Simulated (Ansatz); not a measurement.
Geometry relaxation, with input and output: Zn15Se16 (charge −1) (part 3 of 3)

Zn15Se16 (defect cell, 31 atoms in the cell, total charge −1); DFT PBE, scalar-relativistic, plane waves, PAW, spin-polarised (Ansatz 0.2.0); cutoff 420 eV, 2×2×2 k-mesh, Gaussian smearing of 0.02 eV, collinear spins. The structure derives from a Materials Project entry. It belongs to a series of runs on one base structure; here: V_Zn, charge -1, atoms relaxed at the host's cell.

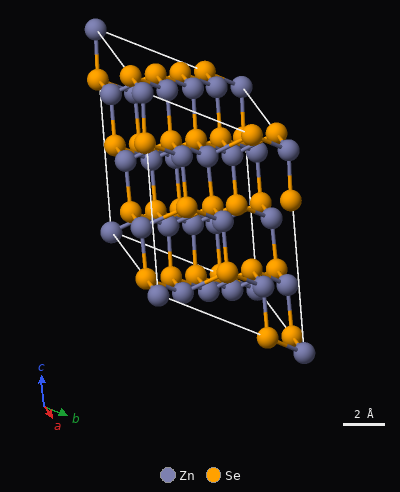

*The geometry at step 2 of the log (ball-and-stick view of the cell of the calculation, seen slightly off an axis).*

**What the program printed, continued**
```
  k-point 3 ↓: bands = ["-40.8453", "-40.8450", "-40.8448", "-40.8448", "-40.8447", "-40.8447", "-40.8446", "-40.8446", "-40.8445", "-40.8445", ... 53 levels left out ..., "-40.5372", "-40.5369", "-40.5369", "-40.5358", "-40.5357", "-40.5000", "-40.4999", "-40.4979", "-40.4978", "-40.4976", "-40.4975", "-40.4961", "-40.4960", "-40.4872", "-40.4849", "-40.4846", "-40.4830", "-6.8657", "-6.5299", "-6.4829", "-6.4822", "-6.4383", "-6.3044", "-6.2830", "-6.2827", "-6.2553", "-6.1546", "-6.1190", "-6.1185",
      "-5.9502", "-5.8105", "-5.7966", "-5.7956", "-0.4510", "-0.4275", "-0.4272", "-0.4113", "-0.4112", "-0.4034", "-0.3958", "-0.3940", "-0.3879", "-0.3876", "-0.3766", "-0.3715", "-0.3694", "-0.3622", "-0.3607", "-0.3579", "-0.3542", "-0.3540", "-0.3487", "-0.3487", "-0.3440", "-0.3438", "-0.3350", "-0.3213", "-0.3209", "-0.3196", "-0.3160", "-0.3036", "-0.3031", "-0.2938", "-0.2936", "-0.2928", "-0.2830", "-0.2396", "-0.2393", "-0.2389",
      "-0.1927", "-0.1753", "-0.1742", "-0.1738", "-0.1712", "-0.1651", "-0.1630", "-0.1532", "-0.1462", "-0.1456", "-0.1380", "-0.1296", "-0.1293", "-0.1288", "-0.1224", "-0.1173", "-0.1171", "-0.1170", "-0.1092", "-0.1082", "-0.1073", "-0.1068", "-0.1040", "-0.1015", "-0.0891", "-0.0888", "-0.0872", "-0.0789", "-0.0769", "-0.0712", "-0.0470", "-0.0468", "-0.0346", "0.0474", "0.0478", "0.0602", "0.0719", "0.0847", "0.0848", "1.4069",
      "1.4466", "1.4475", "1.4567", "1.4651", "1.4867", "1.5539", "1.6095", "1.6103", "1.8773", "2.2907", "2.6782", "2.7084", "2.7092", "3.1769", "3.1821", "3.2500", "3.2505", "3.6360", "3.6605", "3.7854", "3.7858", "3.8784", "4.2126", "4.2132", "4.3311", "4.3732", "4.3837", "4.3845", "4.4178", "4.4182", "4.4236", "4.4410", "4.4681", "4.6401", "4.6408", "4.8243", "5.0912", "5.0959", "5.1779", "5.1788",
      "5.1862", "5.2385", "5.4120", "5.4134", "5.5262", "5.8392", "5.8416", "8.6512", "9.2947", "9.2950", "9.3026", "9.4101", "9.4443", "9.7447", "9.9445", "9.9480", "9.9490", "10.0570", "10.0589", "10.1454", "10.2254", "10.4421", "10.5228", "10.5999", "10.6015", "10.8518", "10.9707", "11.0794", "11.0813", "11.1619", "11.7550", "11.8808", "11.9404", "11.9421", "12.0770", "12.1101", "12.1108", "12.1673", "12.4943", "12.4957",
      "12.6193", "12.6995", "12.7006", "12.7427", "12.7444", "12.7503", "12.7623", "12.7704", "12.7829", "12.7948", "13.3709"]
--- Relaxed structure (3 steps of the walk, 3 accepted, 0 SCFs on fresh bases) ---
  F+E_penalty+E_count = -137304.31309725 eV   max|allowed force component| = 1.202e-2 eV/Å
  atoms:
    - { symbol: Zn, position: [0.49883251381797533, -0.007913024724798401, 0.49987863094682944] }
    - { symbol: Zn, position: [0.4986795080610652, 0.7502804138214958, 0.7415855036519272] }
    - { symbol: Zn, position: [0.2502901070986104, 0.2502767519047276, 0.4997707610816179] }
    - { symbol: Zn, position: [0.24356252663015748, 0.0017730804882513662, 0.7512326215755711] }
    - { symbol: Zn, position: [0.25040879637857993, 0.7503612164337096, -0.00021076075586357046] }
    - { symbol: Zn, position: [-0.007609781710979708, 0.4988599493612664, 0.4998203547699734] }
    - { symbol: Zn, position: [0.0018198572059804907, 0.24378173528020602, 0.751327297142084] }
    - { symbol: Zn, position: [0.0014720686299096422, 0.001614943117874093, -0.006663946395249587] }
    - { symbol: Zn, position: [-0.007375511650081545, 0.7503933152737088, 0.2484435814688914] }
    - { symbol: Zn, position: [0.7500758648663512, 0.49878548583333726, 0.741919659641488] }
    - { symbol: Zn, position: [0.7502724380936514, 0.25025981594828123, -0.0002976051351969988] }
    - { symbol: Zn, position: [0.7503027439250186, -0.007648633093724905, 0.24854140735731872] }
    - { symbol: Zn, position: [0.5080774907155344, 0.5079891760864556, 0.0063588396463306746] }
    - { symbol: Zn, position: [0.5083644185991634, 0.2568126155089879, 0.25790798823392963] }
    - { symbol: Zn, position: [0.2566789010392991, 0.5081129988820039, 0.2577838490079959] }
    - { symbol: Se, position: [-0.008995322749549228, -0.008817798593267978, 0.7406335383240007] }
    - { symbol: Se, position: [0.7502463809005355, 0.2492273557095899, 0.748906571287768] }
    - { symbol: Se, position: [0.7502871531927924, -0.0005835331969418212, -0.0012049869393225832] }
    - { symbol: Se, position: [0.5011435112735595, 0.501196227362004, 0.7497905226236246] }
    - { symbol: Se, position: [0.5004163821898802, 0.25125520024281023, 0.0008015258804979913] }
    - { symbol: Se, position: [0.5010886169522956, 4.18912595235299e-5, 0.25074115698463373] }
    - { symbol: Se, position: [0.24923981010554508, 0.7502748872618867, 0.748896618718017] }
    - { symbol: Se, position: [0.2513623292677192, 0.5005520610235391, 0.0009599238232756574] }
    - { symbol: Se, position: [0.25117478837734575, 0.25117327234167275, 0.24982341314855971] }
    - { symbol: Se, position: [0.24929886364373555, -0.00048267173653149253, 0.4999062315316509] }
    - { symbol: Se, position: [-0.0005870547056238684, 0.7502280829501234, -0.0012751967595808211] }
    - { symbol: Se, position: [9.446424096618e-5, 0.5010376796993139, 0.2506542205518939] }
    - { symbol: Se, position: [-0.0005450861185530009, 0.24920424013125136, 0.49975174469118033] }
    - { symbol: Se, position: [0.7504969459322696, 0.7502655568159957, 0.258838127380712] }
    - { symbol: Se, position: [0.7502375785761608, 0.5093701120298556, 0.49980152439487147] }
    - { symbol: Se, position: [0.5095238061206859, 0.7500858841773927, 0.49972609942057034] }
--- Löwdin populations: 31 sites ---
  site symbol       q [e]    m [muB]
     0     Zn     10.7875     0.0009
     1     Zn     10.7875     0.0009
     2     Zn     10.7869     0.0004
     3     Zn     10.7874     0.0009
     4     Zn     10.7867     0.0004
     5     Zn     10.7873     0.0010
     6     Zn     10.7874     0.0009
     7     Zn     10.7871     0.0010
     8     Zn     10.7872     0.0010
     9     Zn     10.7873     0.0010
    10     Zn     10.7868     0.0004
    11     Zn     10.7873     0.0010
    12     Zn     10.7872     0.0010
    13     Zn     10.7874     0.0009
    14     Zn     10.7873     0.0010
    15     Se     16.9262     0.1589
    16     Se     17.0362     0.0293
    17     Se     17.0361     0.0296
    18     Se     17.0361     0.0296
    19     Se     17.0363     0.0290
    20     Se     17.0363     0.0290
    21     Se     17.0364     0.0287
    22     Se     17.0363     0.0291
    23     Se     17.0363     0.0293
    24     Se     17.0364     0.0288
    25     Se     17.0362     0.0294
    26     Se     17.0365     0.0287
    27     Se     17.0363     0.0291
    28     Se     16.9256     0.1614
    29     Se     16.9261     0.1591
    30     Se     16.9267     0.1568
  spilling = 0.006983 (of n_electrons = 437.000000)
```

**File populations.tsv**
```
# site	symbol	l	j	q_up	q_dn
# orbitals = lowdin
# n_electrons = 437.000000
# spilling = 0.006983
0	Zn	0_4S	-	0.402568	0.404568
0	Zn	2_3D	-	4.991661	4.988711
1	Zn	0_4S	-	0.402549	0.404564
1	Zn	2_3D	-	4.991657	4.988695
2	Zn	0_4S	-	0.401966	0.403031
2	Zn	2_3D	-	4.991661	4.990210
3	Zn	0_4S	-	0.402513	0.404525
3	Zn	2_3D	-	4.991659	4.988698
4	Zn	0_4S	-	0.401891	0.402948
4	Zn	2_3D	-	4.991656	4.990220
5	Zn	0_4S	-	0.402479	0.404490
5	Zn	2_3D	-	4.991662	4.988700
6	Zn	0_4S	-	0.402516	0.404542
6	Zn	2_3D	-	4.991661	4.988688
7	Zn	0_4S	-	0.402403	0.404421
7	Zn	2_3D	-	4.991656	4.988668
8	Zn	0_4S	-	0.402403	0.404441
8	Zn	2_3D	-	4.991658	4.988669
9	Zn	0_4S	-	0.402458	0.404482
9	Zn	2_3D	-	4.991664	4.988677
10	Zn	0_4S	-	0.401936	0.402999
10	Zn	2_3D	-	4.991659	4.990213
11	Zn	0_4S	-	0.402469	0.404509
11	Zn	2_3D	-	4.991667	4.988665
12	Zn	0_4S	-	0.402399	0.404432
12	Zn	2_3D	-	4.991662	4.988660
13	Zn	0_4S	-	0.402526	0.404553
13	Zn	2_3D	-	4.991663	4.988690
14	Zn	0_4S	-	0.402457	0.404456
14	Zn	2_3D	-	4.991650	4.988699
15	Se	0_4S	-	0.958147	0.956842
15	Se	1_4P	-	2.584430	2.426868
15	Se	2_3D	-	4.999951	4.999954
16	Se	0_4S	-	0.950377	0.950446
16	Se	1_4P	-	2.582428	2.553076
16	Se	2_3D	-	4.999952	4.999954
17	Se	0_4S	-	0.950400	0.950468
17	Se	1_4P	-	2.582520	2.552821
17	Se	2_3D	-	4.999952	4.999954
18	Se	0_4S	-	0.950406	0.950474
18	Se	1_4P	-	2.582504	2.552807
18	Se	2_3D	-	4.999952	4.999954
19	Se	0_4S	-	0.950358	0.950429
19	Se	1_4P	-	2.582340	2.553298
19	Se	2_3D	-	4.999952	4.999953
20	Se	0_4S	-	0.950355	0.950426
20	Se	1_4P	-	2.582341	2.553252
20	Se	2_3D	-	4.999952	4.999953
21	Se	0_4S	-	0.950336	0.950408
21	Se	1_4P	-	2.582268	2.553489
21	Se	2_3D	-	4.999952	4.999953
22	Se	0_4S	-	0.950354	0.950425
22	Se	1_4P	-	2.582380	2.553255
22	Se	2_3D	-	4.999952	4.999953
23	Se	0_4S	-	0.950381	0.950451
23	Se	1_4P	-	2.582444	2.553072
23	Se	2_3D	-	4.999952	4.999954
24	Se	0_4S	-	0.950343	0.950415
24	Se	1_4P	-	2.582325	2.553451
24	Se	2_3D	-	4.999952	4.999953
25	Se	0_4S	-	0.950379	0.950448
25	Se	1_4P	-	2.582454	2.552992
25	Se	2_3D	-	4.999952	4.999954
26	Se	0_4S	-	0.950336	0.950408
26	Se	1_4P	-	2.582311	2.553503
26	Se	2_3D	-	4.999952	4.999953
27	Se	0_4S	-	0.950364	0.950435
27	Se	1_4P	-	2.582389	2.553217
27	Se	2_3D	-	4.999952	4.999953
28	Se	0_4S	-	0.958183	0.956860
28	Se	1_4P	-	2.585363	2.425255
28	Se	2_3D	-	4.999951	4.999954
29	Se	0_4S	-	0.958178	0.956873
29	Se	1_4P	-	2.584503	2.426663
29	Se	2_3D	-	4.999951	4.999954
30	Se	0_4S	-	0.958119	0.956830
30	Se	1_4P	-	2.583678	2.428179
30	Se	2_3D	-	4.999951	4.999954
```

**Trajectory as extended XYZ (Å, eV, eV/Å), 3 frames, from step=1 to step=3**
```
31
Lattice="-5.7318 5.7318 -5.7318 -5.7318 -5.7318 5.7318 5.7318 5.7318 5.7318" Properties=species:S:1:pos:R:3:forces:R:3 step=1 energy=-137304.28489
Zn    0.0274    5.7618   -0.0315    0.1030   0.0329  -0.0261
Zn   -2.9004    2.8335    5.7006   -0.0349  -0.0876  -0.0273
Zn   -0.0041    2.8648    2.8652   -0.0038   0.0001   0.0014
Zn    2.8921    5.6999    2.8955    0.0180  -0.0233   0.0873
Zn   -5.7379   -2.8671    2.8649    0.0037  -0.0012   0.0014
Zn    0.0220   -0.0271    5.7584    0.1213  -0.0457   0.0392
Zn    2.8917    2.8938    5.7012    0.0050   0.0779  -0.0132
Zn   -0.0274   -0.0298   -0.0270   -0.1484  -0.0851  -0.0914
Zn   -2.8443   -2.8907    5.7590    0.0374  -0.1020   0.0373
Zn   -2.8935    5.7038    2.8408   -0.0556  -0.0541  -0.1256
Zn   -5.7355    2.8636   -2.8668    0.0012   0.0009  -0.0019
Zn   -2.8392    5.7604   -2.8941    0.0075   0.0060  -0.0815
Zn   -5.7586    0.0271    0.0273   -0.1212   0.0502   0.0582
Zn   -2.8987    2.8943    0.0291    0.0000   0.0710   0.0010
Zn   -2.8956    0.0263    2.8918   -0.0876   0.0863   0.1462
Se    4.3110    4.2580    4.2633    0.1437   0.0539   0.0249
Se   -1.4376    7.1613    1.4244    0.0065   0.0215   0.0508
Se   -4.3012    4.2996   -4.3067   -0.0051  -0.0252   0.0576
Se   -1.4432    4.3011    4.3029    0.0493  -0.0342  -0.0207
Se   -4.3003    1.4293   -1.4261   -0.0104   0.0263  -0.0518
Se   -1.4370    4.3052   -1.4307    0.0150  -0.0479  -0.0267
Se   -1.4401    1.4248    7.1613    0.0216   0.0390   0.0300
Se   -4.3008   -1.4275    1.4320   -0.0176  -0.0470   0.0181
Se   -1.4425    1.4276    1.4287    0.0388   0.0274   0.0166
Se    1.4357    4.3004    1.4327   -0.0594  -0.0052  -0.0078
Se   -4.3000   -4.3067    4.2999   -0.0331   0.0398  -0.0304
Se   -1.4374   -1.4311    4.3046    0.0009  -0.0229  -0.0405
Se    1.4366    1.4298    4.2979   -0.0585   0.0131   0.0040
Se   -7.1526    1.4563    1.4593    0.0889   0.0412  -0.0201
Se   -4.3214    4.2672    1.4498   -0.0645   0.0419   0.0889
Se   -4.3423    1.4749    4.2708    0.0385  -0.0480  -0.0979
31
Lattice="-5.7318 5.7318 -5.7318 -5.7318 -5.7318 5.7318 5.7318 5.7318 5.7318" Properties=species:S:1:pos:R:3:forces:R:3 step=2 energy=-137304.30925
Zn    0.0425    5.7708   -0.0410    0.0423   0.0055  -0.0009
Zn   -2.9069    2.8135    5.6937    0.0001  -0.0411   0.0024
Zn   -0.0025    2.8644    2.8639   -0.0049  -0.0005   0.0000
Zn    2.8980    5.6912    2.9127   -0.0025   0.0018   0.0437
Zn   -5.7386   -2.8665    2.8640    0.0015  -0.0026   0.0002
Zn    0.0371   -0.0368    5.7669    0.0594  -0.0120   0.0093
Zn    2.8994    2.9129    5.6936   -0.0091   0.0394   0.0053
Zn   -0.0418   -0.0360   -0.0302   -0.0737  -0.0229  -0.0273
Zn   -2.8397   -2.9100    5.7653    0.0053  -0.0590   0.0036
Zn   -2.9016    5.6952    2.8245   -0.0136  -0.0146  -0.0633
Zn   -5.7374    2.8640   -2.8667   -0.0013   0.0008   0.0013
Zn   -2.8333    5.7700   -2.9105   -0.0055  -0.0070  -0.0441
Zn   -5.7751    0.0337    0.0317   -0.0662   0.0118   0.0136
Zn   -2.9077    2.9142    0.0367    0.0111   0.0392  -0.0111
Zn   -2.9021    0.0324    2.9066   -0.0226   0.0241   0.0669
Se    4.3441    4.2485    4.2504    0.0178   0.0176   0.0155
Se   -1.4371    7.1651    1.4208   -0.0032  -0.0115   0.0259
Se   -4.3016    4.2938   -4.3084    0.0126   0.0147   0.0280
Se   -1.4471    4.2939    4.2985    0.0324   0.0142   0.0113
Se   -4.3028    1.4348   -1.4232    0.0128  -0.0146  -0.0306
Se   -1.4351    4.3100   -1.4362   -0.0146  -0.0275   0.0173
Se   -1.4367    1.4182    7.1671   -0.0165   0.0355  -0.0164
Se   -4.3049   -1.4233    1.4343    0.0163  -0.0339  -0.0171
Se   -1.4481    1.4337    1.4313    0.0355  -0.0095  -0.0075
Se    1.4373    4.2992    1.4310   -0.0249   0.0081  -0.0004
Se   -4.3066   -4.3123    4.2941    0.0198   0.0394   0.0205
Se   -1.4380   -1.4362    4.3098   -0.0029   0.0120  -0.0369
Se    1.4382    1.4328    4.2991   -0.0223  -0.0065   0.0018
Se   -7.1248    1.4787    1.4753    0.0088   0.0012  -0.0129
Se   -4.3492    4.2504    1.4799   -0.0069   0.0208   0.0089
Se   -4.3530    1.4847    4.2436    0.0149  -0.0231  -0.0070
31
Lattice="-5.7318 5.7318 -5.7318 -5.7318 -5.7318 5.7318 5.7318 5.7318 5.7318" Properties=species:S:1:pos:R:3:forces:R:3 step=3 energy=-137304.31310
Zn    0.0514    5.7697   -0.0394    0.0031  -0.0106   0.0112
Zn   -2.9081    2.8085    5.6927    0.0099   0.0056   0.0102
Zn   -0.0046    2.8646    2.8645   -0.0038   0.0009   0.0005
Zn    2.8997    5.6918    2.9200   -0.0082   0.0115   0.0012
Zn   -5.7374   -2.8668    2.8644    0.0039  -0.0022   0.0005
Zn    0.0491   -0.0381    5.7678    0.0086   0.0060  -0.0072
Zn    2.8987    2.9196    5.6933   -0.0120  -0.0004   0.0115
Zn   -0.0559   -0.0390   -0.0374   -0.0099   0.0071   0.0004
Zn   -2.8348   -2.9193    5.7674   -0.0052  -0.0041  -0.0102
Zn   -2.9057    5.6928    2.8122    0.0024   0.0068  -0.0080
Zn   -5.7365    2.8642   -2.8677    0.0020   0.0015   0.0013
Zn   -2.8321    5.7690   -2.9198   -0.0091  -0.0118  -0.0073
Zn   -5.7874    0.0370    0.0359   -0.0106  -0.0067  -0.0035
Zn   -2.9075    2.9201    0.0364    0.0110  -0.0020  -0.0100
Zn   -2.9060    0.0364    2.9187    0.0053  -0.0066   0.0040
Se    4.3472    4.2441    4.2462    0.0073   0.0047  -0.0018
Se   -1.4362    7.1643    1.4208   -0.0032  -0.0009  -0.0039
Se   -4.3040    4.2969   -4.3107    0.0114  -0.0043   0.0032
Se   -1.4476    4.2973    4.2979    0.0004  -0.0057   0.0019
Se   -4.3038    1.4327   -1.4235    0.0070   0.0035  -0.0007
Se   -1.4352    4.3091   -1.4347   -0.0056   0.0024   0.0013
Se   -1.4365    1.4207    7.1643   -0.0032  -0.0032   0.0028
Se   -4.3043   -1.4228    1.4338    0.0041  -0.0016  -0.0043
Se   -1.4474    1.4319    1.4319   -0.0033   0.0055  -0.0018
Se    1.4392    4.2970    1.4337   -0.0005   0.0061  -0.0071
Se   -4.3041   -4.3108    4.2962   -0.0003   0.0006  -0.0001
Se   -1.4357   -1.4346    4.3080   -0.0047  -0.0022   0.0039
Se    1.4392    1.4330    4.2960    0.0017  -0.0006   0.0100
Se   -7.1184    1.4849    1.4823    0.0066  -0.0033   0.0011
Se   -4.3550    4.2453    1.4841   -0.0020   0.0050   0.0035
Se   -4.3555    1.4855    4.2432   -0.0028  -0.0012  -0.0025
```

**Key numbers**

- outcome: converged
- electrons treated: 437
- free energy: −137304.3131 eV
- Fermi energy: 5.854 eV
- gap on the k-point mesh: none (metallic)
- net moment of the cell: 1.00 μB
- integrated absolute moment: 1.04 μB
- final volume: 753.22 Å³
- largest force (length of the vector) at the end: 0.017 eV/Å
- hardware: 8 threads of Arm Neoverse V2, 24 GiB of memory available, shared host
- wall time: 3.6 min (CPU time 27 min)
- peak memory: 6.6 GiB
